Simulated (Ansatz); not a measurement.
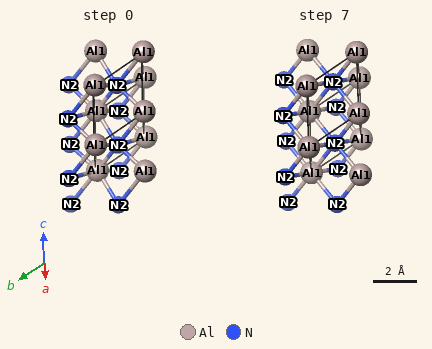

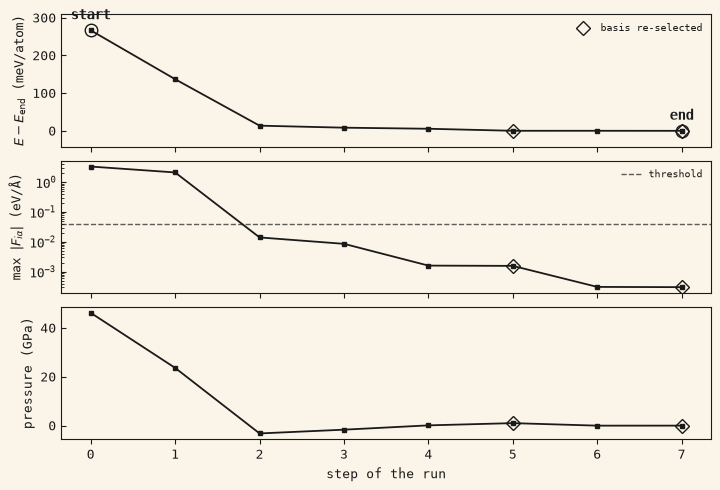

First and last geometry of a relaxation of a crystal of AlN (a generated structure, set up in I4mm) (coarse preliminary run), with the history of the run. The picture is a ball-and-stick view of the cell of the calculation, seen from a free direction.

These are results of DFT PBE, scalar-relativistic, plane waves, PAW in Ansatz 0.2.0, not measurements. (plane-wave cutoff 420 eV; k-point mesh 8 × 8 × 8; occupations gaussian; smearing width 0.1 eV; no spin polarisation; cell and atoms relaxed; force threshold 0.04 eV/Å; at most 70 steps)

### Read the history and describe the run.

It converged. The largest moves relative to the cell, 0.14 Å, are those of Al1 and N2. Al1 goes along [1 1 0]. Largest moves by element: Al 0.14 Å, N 0.14 Å. The drawn cell changes as follows: a = b = c 2.805 → 2.878 Å (+2.6 %), α 121.4° → 120.0°, β 121.4° → 120.0°, γ 87.6° → 90.0°; the volume changes by +10.5 %. Among the contacts that change: Al1–N2 1.737 → 2.035 Å, Al1–N2 (another image) 2.313 → 2.035 Å, Al1–N2 (another image) 1.962 → 2.035 Å. Among the angles between lasting bonds that change: N2–Al1–N2 163.1° → 180.0°, Al1–N2–Al1 163.1° → 180.0°, N2–Al1–N2 98.4° → 90.0°. The space group (tolerance 0.01 Å) goes from I4mm (No. 107) to Fm-3m (No. 225). The energy falls by 267 meV per atom in 5 accepted moves (7 points after the start). Largest force component: 3.3 eV/Å at the start, 0.0003 eV/Å at the end. The pressure goes from 46.18 to −0.04 GPa. The SCF was repeated twice at an unchanged geometry on a basis and grid sized afresh for the cell, which shifted the energy by 5.4 meV per atom at most. The run took 10 s on 1 thread of Arm Neoverse V1, with other jobs on the host, peak memory 0.27 GiB.
